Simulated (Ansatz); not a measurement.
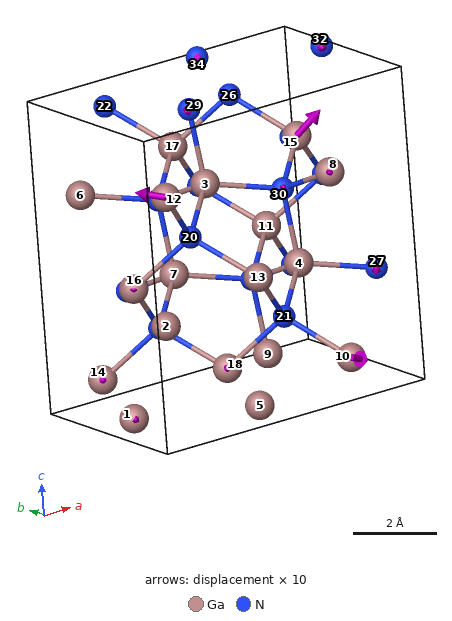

A relaxation of a defect cell of composition Ga$_{18}$N$_{17}$. The starting structure is drawn; purple arrows show the displacements, magnified 10 times.

The picture is a ball-and-stick view of the cell of the calculation, seen slightly off an axis.

Theory: DFT PBEsol, scalar-relativistic, plane waves, PAW (Ansatz). (plane-wave cutoff 420 eV; k-point mesh 2 × 2 × 2; occupations gaussian; smearing width 0.02 eV; mesh shifted by (0.5, 0.5, 0.5); collinear spin; atoms relaxed in a fixed cell; force threshold 0.03 eV/Å; at most 40 steps)

Atoms of which element are displaced furthest, and by how much?

Gallium: up to 0.087 Å, against 0.019 Å for nitrogen.

What did the optimiser do to the structure, and how much energy did it gain?

The energy falls by 94.0 meV per cell of the calculation in 3 accepted moves (4 points after the start). The largest force component goes from 0.64 to 0.01 eV/Å. 1 step only repeated the SCF at the same geometry. A Ga atom moves most: 0.087 Å along [1 −1 1]. By element the largest moves are Ga 0.087 Å, N 0.019 Å. The cell doesn't change. Among the contacts that change: Ga–N 1.916 → 1.963 Å, Ga–N 1.931 → 1.968 Å, Ga–N 1.981 → 1.955 Å, Ga–N 1.960 → 1.956 Å. Bond angles that change, for instance: N–Ga–N 110.4° → 107.5°, N–Ga–N 110.9° → 108.4°, N–Ga–N 109.7° → 107.5°.

Limits of the set-up: the periodic images lie only 7.6 Å apart, so the values are limited by the cell's size.
